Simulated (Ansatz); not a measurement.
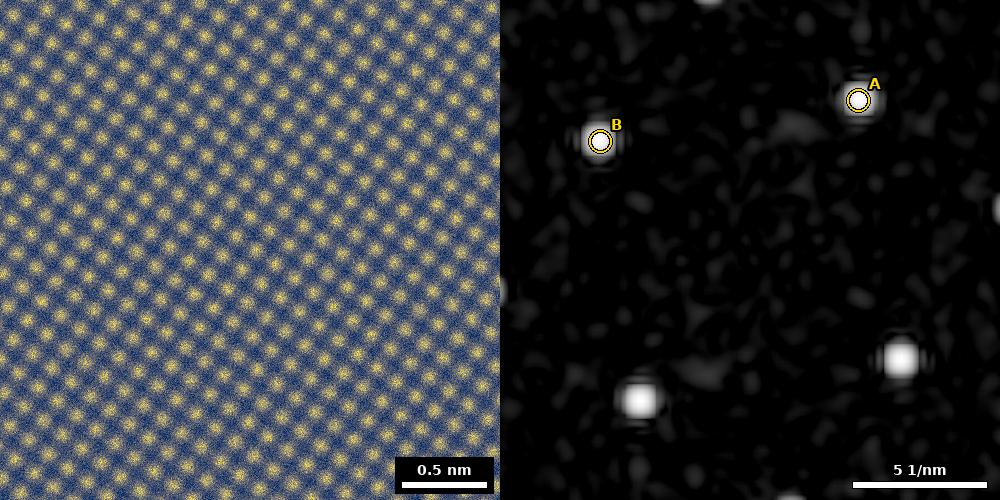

iDPC-like image of B (Fd-3m, No. 227) along [001]. Simulated as the projected potential of neutral atoms (B = 0.5 Å²) blurred by a 0.58 Å probe, the thin-sample limit of integrated differential phase contrast. Shot noise was added. Structure used: a calculation's starting geometry; the starting structure was generated, so it need not be a known form of this composition.

The right panel is the modulus of the image's Fourier transform on a logarithmic scale.

a = 4.054 Å, b = 4.054 Å, c = 4.054 Å, α = 90.00°, β = 90.00°, γ = 90.00°

Index the marked spots and give their plane spacings (the zone axis points at the viewer; indices equivalent by symmetry, or all signs reversed, are as good).

A: (-2 -2 0), d = 1.43 Å; B: (2 -2 0), d = 1.43 Å. A and B enclose 90°, and every spot obeys the zone law hu + kv + lw = 0 for [001].
